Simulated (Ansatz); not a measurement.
## Band-structure calculation of SiSe2

The run: band-structure calculation of SiSe2 (Ibam, 6 atoms in the cell). Method and program: DFT PBE, scalar-relativistic, plane waves, PAW, no spin polarisation (Ansatz 0.2.0).

The structure derives from an entry of the Crystallography Open Database.

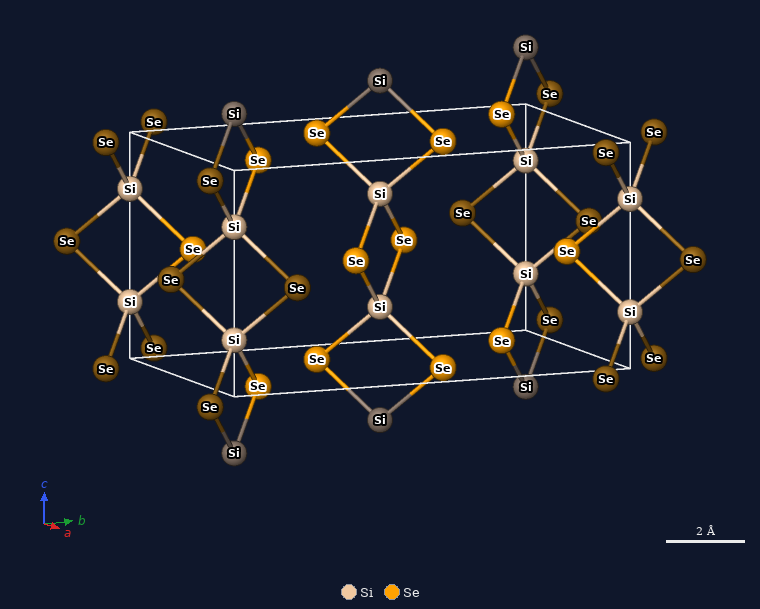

**Figure 1.** The structure as given in the input (ball-and-stick view of the cell 2 times as large as that of the calculation, set on its symmetry axes, seen slightly off an axis; neighbours outside the cell are drawn fainter). An atom can appear more than once, as a periodic image. Near neighbours in the periodic cell (some may lie outside the picture): Si has 4 Se at 2.30 Å; Se has 2 Si at 2.30 Å.

### Input
```yaml
crystal:
  lattice:
    - [-3.3504059656, 5.5963407408, 2.9664658936]
    - [3.3504059656, -5.5963407408, 2.9664658936]
    - [3.3504059656, 5.5963407408, -2.9664658936]
  atoms:
    - { symbol: Si, position: [0.25, 0.25, 0.0] }
    - { symbol: Si, position: [0.75, 0.75, 0.0] }
    - { symbol: Se, position: [0.1101346453, 0.8124913907, 0.922626036] }
    - { symbol: Se, position: [0.8898653547, 0.1875086093, 0.077373964] }
    - { symbol: Se, position: [0.6101346453, 0.6875086093, 0.2976432546] }
    - { symbol: Se, position: [0.3898653547, 0.3124913907, 0.7023567454] }
basis:
  ecutwfc: 420
  ecutrho_ratio: 4
kpoints:
  mp_grid: { grid: [6, 6, 6] }
  band_path:
    path:
      - [[0.0, 0.0, 0.0], [0.5, -0.5, 0.5], [0.33960383, -0.33960383, 0.66039617]]
      - [[-0.33960383, 0.33960383, 0.33960383], [0.0, 0.0, 0.0], [0.32024419, 0.32024419, -0.32024419]]
      - [[0.67975581, -0.32024419, 0.32024419], [0.5, -0.5, 0.5]]
      - [[0.0, 0.0, 0.0], [0.0, 0.5, 0.0], [0.25, 0.25, 0.25], [0.5, 0.0, 0.0], [0.0, 0.0, 0.0], [0.0, 0.0, 0.5], [0.25, 0.25, 0.25]]
    npoints: 14
hamiltonian:
  xc: pbe
scf:
  occupations: { method: gaussian, width: 0.05 }
  n_extra_bands: 17
output:
  forces: true
  stress: true
  eigenvalues: true
  populations: true
  dos: { projected: true, de: 0.02, nscf_kmesh: { grid: [9, 9, 9] } }
  bader: true
  write_density: true
  write_potential: true
  elf: true
  volumetric_format: npy
```

Hardware: 4 threads of Arm Neoverse V2, 24 GiB of memory available, shared host.

Launch command:
```bash
ansatz run input.yaml --threads 4 --pin off --max-ram 7168MiB --backend cpu --events-out ev --progress --plain --runs-dir out
```

### Output
```
scf.n_extra_bands = 17 over 36 filled bands (N_el = 72.0): the run solves 53 bands
Engine: ansatz 0.2.0, aarch64-unknown-linux-gnu
Pseudopotentials: kind: paw
Pseudopotential: Si, paw, valence charge 4, recommended cutoff 420 eV (normal), Si.paw.azcp
Pseudopotential: Se, paw, valence charge 16, recommended cutoff 420 eV (normal), Se.paw.azcp
Functional definition: PBE
  parameter kappa = 0.804
  parameter beta = 0.06672455060314922
  exchange = pbe_x(kappa = kappa, mu = beta*pi^2/3)
  correlation = pbe_c(beta = beta)
Crystal: 6 atoms, lattice volume = 222.485 Å³
Basis set: ecut = 420 eV, 4317 PW (Γ), exchange–correlation on 96×96×96 points (8 copies of the dense FFT grid, shifted against one another)
Bands: 53, of which v1, the nominal top of the filled ones, is band 36 counted from 1 (35 counted from 0)
Symmetry: 8 space group operations
Space group: Ibam (ITA 72), of the structure as read, at distance tolerance 6.1e-5 Å
k-points: 46 of 216
Non-local potential: Si, projectors of the file, l = 0: 2, l = 1: 2, l = 2: 2
Non-local potential: Se, projectors of the file, l = 0: 2, l = 1: 2, l = 2: 3, l = 3: 1
PAW form: soft (Blöchl's): semilocal exchange-correlation on the pseudo side does not see the compensation charge
PAW one-centre angular grid: Si, 110 points (default); XC on 64 Gauss nodes
PAW one-centre angular grid: Se, 590 points (default); XC on 64 Gauss nodes
Initial density: superposition of atomic densities (neutral atoms: chi_scale 0, normalization atom), corrected by the library's trained network
Initial wavefunctions: pseudopotential atomic-orbital guess
Functional: x = pbe(κ = 0.804, μ = 0.2195149727645171), c = pbe(β = 0.06672455060314922)
SCF iter   1: F=—  HF=-23150.688779 eV  |F-HF|=—  |Δ(HF+E_count)|=         —  Δρ=1.16e-3  dr2=2.89e-3  ethr=1.77e-3  ⟨swp⟩=6.6  Hψ=10900  notcnv=0  defer=150
preconditioner: auto → Resta (q_TF=auto, 2.261 Å⁻¹)  ε∞=2.5  [insulator: Δε(μ)=2.267 eV  Ē_g=11.676 eV  σ=0.050 eV  W_gap=1.00  n_scr=48 (ndim 8)  ℏωp=14.1 eV  f_vac=0.330  D(μ)=0.00/eV (n_scr^D=0)  ε∞_Penn≈2.5]
SCF iter   2: F=—  HF=-23150.690187 eV  |F-HF|=—  |Δ(HF+E_count)|=   1.41e-3  Δρ=5.67e-4  dr2=4.57e-4  ethr=4.02e-6  ⟨swp⟩=2.0  Hψ=3338  notcnv=0  defer=305
SCF iter   3: F=—  HF=-23150.690735 eV  |F-HF|=—  |Δ(HF+E_count)|=   5.48e-4  Δρ=2.38e-4  dr2=8.55e-5  ethr=6.34e-7  ⟨swp⟩=2.0  Hψ=2528  notcnv=0  defer=305
SCF iter   4: F=—  HF=-23150.690876 eV  |F-HF|=—  |Δ(HF+E_count)|=   1.41e-4  Δρ=5.76e-5  dr2=7.24e-6  ethr=1.19e-7  ⟨swp⟩=2.0  Hψ=2712  notcnv=0  defer=305
SCF iter   5: F=—  HF=-23150.690890 eV  |F-HF|=—  |Δ(HF+E_count)|=   1.40e-5  Δρ=1.25e-5  dr2=5.21e-7  ethr=1.01e-8  ⟨swp⟩=2.8  Hψ=3432  notcnv=0  defer=305
SCF iter   6: F=-23150.690891 eV  HF=-23150.690891 eV  |F-HF|=1.58e-7  |Δ(HF+E_count)|=   8.83e-7  Δρ=5.04e-6  dr2=7.03e-8  ethr=1.39e-10  ⟨swp⟩=17.1  Hψ=19118  notcnv=0
SCF 1 converged in 6 iterations: F = -23150.690891 eV  dr2 = 7.03e-8
  Residual-converged pass: ⟨swp⟩=1.0  Hψ=2624  notcnv=0  max |occ|·‖R‖ = 7.1e-9 eV (tolerance 1.0e-8 eV)  dr2=7.03e-8  dr2_onsite=1.77e-8  max |Δocc| = 9.7e-233
  greatest PAW one-centre occupation: 1.000 electrons in one spin orbital (limit 2), on the Se atom at site 3 (counted from 0), in its partial waves of l = 2
```

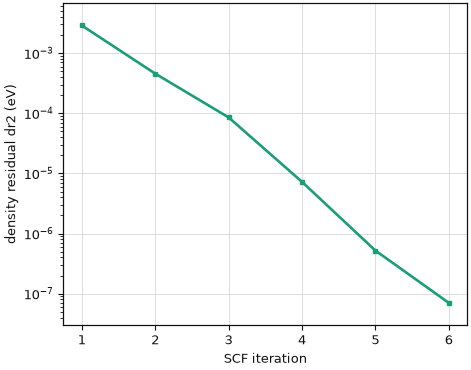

**Figure 2.** Convergence of the self-consistent field: density residual dr2 against the SCF iteration. The residual falls at every step.

```
NSCF: frozen V_eff on 158 k-points
NSCF: frozen V_eff on 125 k-points
SCF converged after 6 iterations
Free energy (F): -23150.690891 eV
Harris-Foulkes:  -23150.690891 eV  (|F-HF|=1.58e-7)
Internal energy: -23150.690891 eV  (E = F + TS)
E sigma→0 (E₀):  -23150.690891 eV
Fermi energy:    3.222292 eV
--- Per-component energies (eV) ---
  E_band       = -1891.736821
  E_kinetic    = 555.309420
  E_local      = -12952.271516  (includes V_loc(G=0)·N_el)
  E_nonlocal   = -2333.713645
  E_hartree    = 6226.108085
  E_xc         = -526.627755
  E_vxc        = -485.092024  (∫ρ·V_xc dr)
  E_paw        = -8669.926729  (= ΣΔE_a)
  E_vpaw       = 871.808345  (= ΣTr[D̂ρ^β])
  E_aug_tail   = -0.002324  (compensation charges beyond the density's cutoff)
  E_ewald      = -5449.566426
  E_smearing   = -0.000000  (= −TS)
  E_closure    = 0.000000  (closes the sum)
  Σ components = -23150.690891   (vs F -23150.690891, Δ=0.00e0)
--- Forces (eV/Å), atoms counted from 1 ---
  atom   1  Si     0.00000000     0.00000000     0.00000000
  atom   2  Si    -0.00000000     0.00000000     0.00000000
  atom   3  Se     0.00433804     0.00240717     0.00000000
  atom   4  Se    -0.00433804    -0.00240717     0.00000000
  atom   5  Se    -0.00433804     0.00240717     0.00000000
  atom   6  Se     0.00433804    -0.00240717     0.00000000
  max |Σ_I F_I| component: 8.67e-19 eV/Å
--- Stress (GPa, compression-positive) ---
       -0.027329       0.000000       0.000000
        0.000000       0.007173       0.000000
        0.000000       0.000000       0.002240
  P = ⅓ Tr σ = -0.0060 GPa (-0.060 kbar)
--- Band table (eV; the first three rows and the last of 46) ---
  k-point 0: bands = ["-44.7735", "-44.7729", "-44.7728", "-44.7728", "-44.7680", "-44.7680", "-44.7672", "-44.7672", "-44.6437", "-44.6435", "-44.6435", "-44.6433", "-44.6065", "-44.6065", "-44.6064", "-44.6062", "-44.5816", "-44.5814", "-44.5810", "-44.5810", "-11.9716", "-10.3797", "-10.0421", "-9.9948", "-5.3840", "-4.0304", "-2.4655", "-1.3793", "-1.3658", "-0.4818", "-0.4204", "0.5597", "0.5910", "1.1688", "1.2663", "1.9181", "4.9954", "5.1604", "5.5914", "6.7084", "7.4031", "7.5412", "7.7034", "7.7870", "8.5382", "8.5977", "8.6379", "9.0319", "10.2979", "10.3215", "10.8562", "11.5756", "11.9015"]
  k-point 1: bands = ["-44.7735", "-44.7729", "-44.7728", "-44.7728", "-44.7680", "-44.7680", "-44.7672", "-44.7672", "-44.6437", "-44.6435", "-44.6435", "-44.6433", "-44.6065", "-44.6065", "-44.6064", "-44.6062", "-44.5816", "-44.5814", "-44.5810", "-44.5810", "-11.9635", "-10.3789", "-10.0518", "-10.0051", "-5.3866", "-3.9955", "-2.4558", "-1.3783", "-1.3422", "-0.4689", "-0.4075", "0.5637", "0.6114", "0.9884", "1.2126", "1.9640", "5.1234", "5.2436", "5.7330", "6.5388", "7.2511", "7.4625", "7.6487", "7.9147", "8.5631", "8.6690", "8.6744", "8.8942", "10.4459", "10.4478", "10.9273", "11.4860", "11.7180"]
  k-point 2: bands = ["-44.7736", "-44.7729", "-44.7728", "-44.7728", "-44.7680", "-44.7680", "-44.7672", "-44.7672", "-44.6437", "-44.6435", "-44.6435", "-44.6433", "-44.6066", "-44.6065", "-44.6064", "-44.6062", "-44.5816", "-44.5814", "-44.5810", "-44.5810", "-11.9471", "-10.3765", "-10.0784", "-10.0193", "-5.3917", "-3.9242", "-2.4318", "-1.3957", "-1.2714", "-0.4838", "-0.3286", "0.5048", "0.6154", "0.7318", "1.1376", "2.0484", "5.0409", "5.6896", "6.0794", "6.2539", "6.9591", "7.4090", "7.6473", "8.0477", "8.4437", "8.5776", "8.8774", "8.9245", "10.4412", "10.5815", "10.8621", "11.1326", "11.5355"]
  k-point 45: bands = ["-44.7736", "-44.7728", "-44.7728", "-44.7728", "-44.7680", "-44.7680", "-44.7672", "-44.7672", "-44.6437", "-44.6435", "-44.6435", "-44.6433", "-44.6066", "-44.6066", "-44.6064", "-44.6062", "-44.5816", "-44.5814", "-44.5810", "-44.5810", "-11.9251", "-10.3718", "-10.0917", "-10.0663", "-5.4194", "-3.8398", "-2.2631", "-1.2736", "-1.1918", "-0.3187", "-0.2369", "0.4053", "0.4252", "0.4871", "0.8944", "2.0338", "4.4010", "5.8123", "6.1618", "6.3674", "6.3676", "7.3395", "7.5435", "7.8401", "8.2941", "8.6819", "9.2487", "9.4887", "10.2424", "11.5200", "11.6697", "12.2521", "12.4769"]
--- Löwdin populations: 6 sites ---
  site symbol       q [e]
     0     Si      3.3794
     1     Si      3.3794
     2     Se     16.1914
     3     Se     16.1914
     4     Se     16.1914
     5     Se     16.1914
  spilling = 0.006603 (of n_electrons = 72.000000)
--- Bader charges: 6 sites ---
  site symbol  charge [e]  shift [e]
     0     Si      2.0212     0.0233
     1     Si      2.0213     0.0233
     2     Se     -1.0106     0.0117
     3     Se     -1.0106     0.0117
     4     Se     -1.0106     0.0117
     5     Se     -1.0106     0.0117
  estimated error of the sums over rays = 3.5e-4 e
```

### File bader_charges.tsv
```
# site	symbol	x_ang	y_ang	z_ang	partial_charge_e	electrons	volume_ang3	relative_density_drop	shared_charge_e	partial_wave_shift_e
# quadrature_error_electrons = 3.5e-4
0	Si	0.0000	0.0000	1.4832	2.02122	11.97878	9.89	-	2.02122	0.02334
1	Si	0.0000	0.0000	4.4497	2.02129	11.97871	9.89	-	2.02129	0.02334
2	Se	5.4444	1.2327	0.0000	-1.01063	35.01063	43.84	-	-1.01063	0.01167
3	Se	-2.0939	4.3636	2.9665	-1.01064	35.01064	43.84	-	-1.01064	0.01167
4	Se	1.2565	1.2327	2.9665	-1.01061	35.01061	43.83	-	-1.01061	0.01167
5	Se	2.0939	4.3636	0.0000	-1.01062	35.01062	43.84	-	-1.01062	0.01167
```

### File populations.tsv
```
# site	symbol	l	j	q
# orbitals = lowdin
# n_electrons = 72.000000
# spilling = 0.006603
0	Si	0_3S	-	1.160696
0	Si	1_3P	-	2.218731
1	Si	0_3S	-	1.160696
1	Si	1_3P	-	2.218731
2	Se	0_4S	-	1.804168
2	Se	1_4P	-	4.387463
2	Se	2_3D	-	9.999794
3	Se	0_4S	-	1.804168
3	Se	1_4P	-	4.387463
3	Se	2_3D	-	9.999794
4	Se	0_4S	-	1.804168
4	Se	1_4P	-	4.387463
4	Se	2_3D	-	9.999794
5	Se	0_4S	-	1.804168
5	Se	1_4P	-	4.387463
5	Se	2_3D	-	9.999794
```

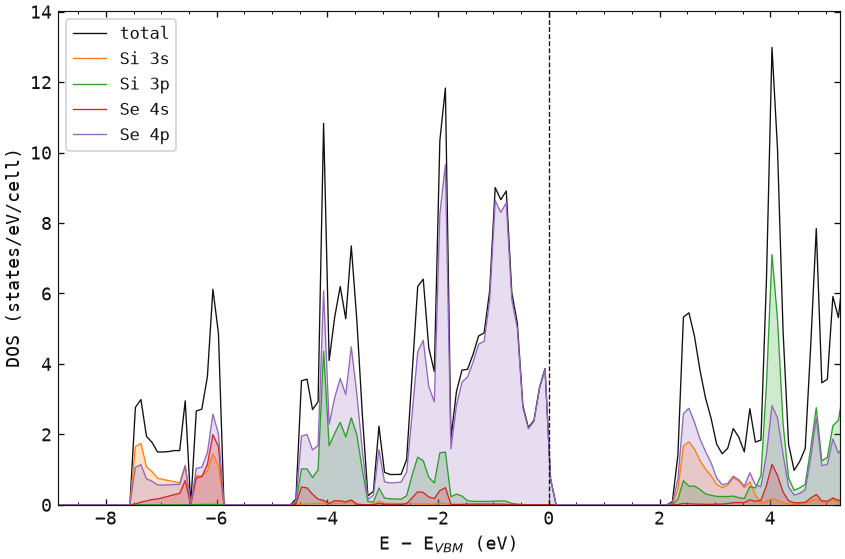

**Figure 3.** Density of states (projected on Löwdin-orthogonalised atomic shells), with energies from the valence-band top. There is a gap of 2.26 eV on the k-point mesh.

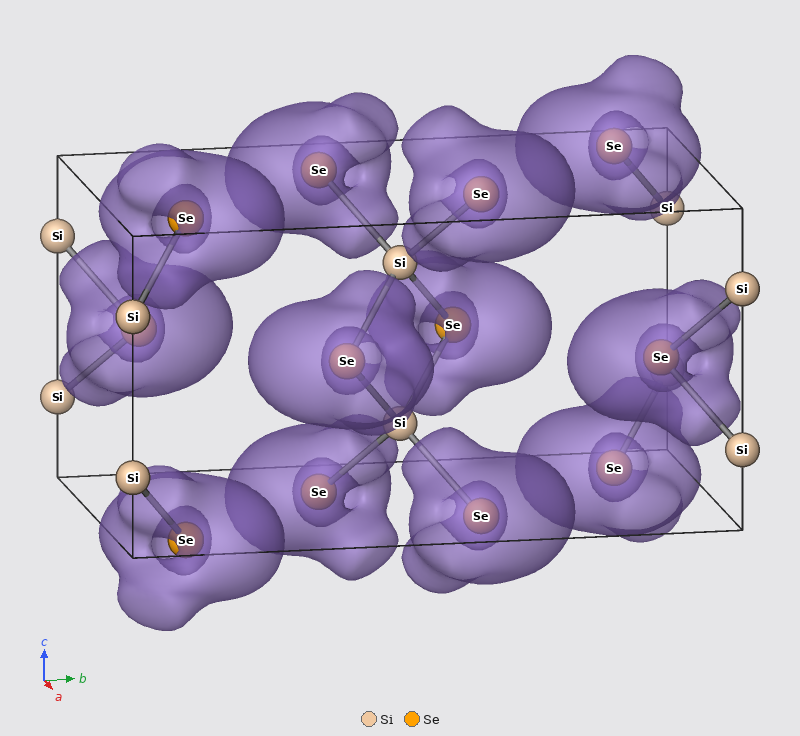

**Figure 4.** Isosurface of the ELF at 0.65 (purple), seen slightly off an axis. Only the valence region is drawn (cores and ρ < 0.01 e/Å³ removed). Sticks mark near contacts. The outline is the cell set on symmetry axes. Values along the shortest contacts: Si–Se (2.30 Å): the ELF peaks at about 0.90 between the atoms, which marks a covalent bond. In a PAW calculation such maps are meaningful between the atoms, not at the nuclei.

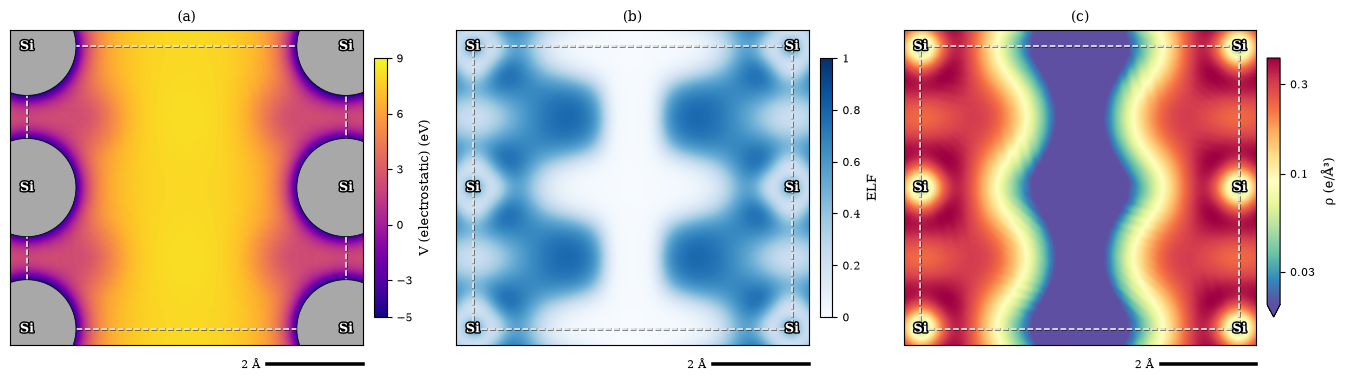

**Figure 5.** (a) electrostatic potential energy of an electron; (b) ELF; (c) valence pseudo-density on the (010) plane of the conventional cell. Grey discs, where drawn, cover atomic cores. Away from the nuclei the density in this plane falls to 0.004 e/Å³ at its lowest. Outside the cores the potential energy rises away from the atoms and is highest about 2.4 Å from the nearest atoms; outside the discs it spans about 12 eV, and its zero is arbitrary.

### Results in brief

```tsv
quantity	value
outcome	converged
space group (tolerance 0.01 Å)	Ibam (72)
electrons treated	72
free energy	−23150.6909 eV
Fermi energy	3.222 eV
gap on the k-point mesh	2.26 eV
gap on the band path	2.22 eV
pressure	−0.01 GPa
largest force (length of the vector)	0.005 eV/Å
wall time	42 s (CPU time 2.7 min)
peak memory	1.3 GiB
```
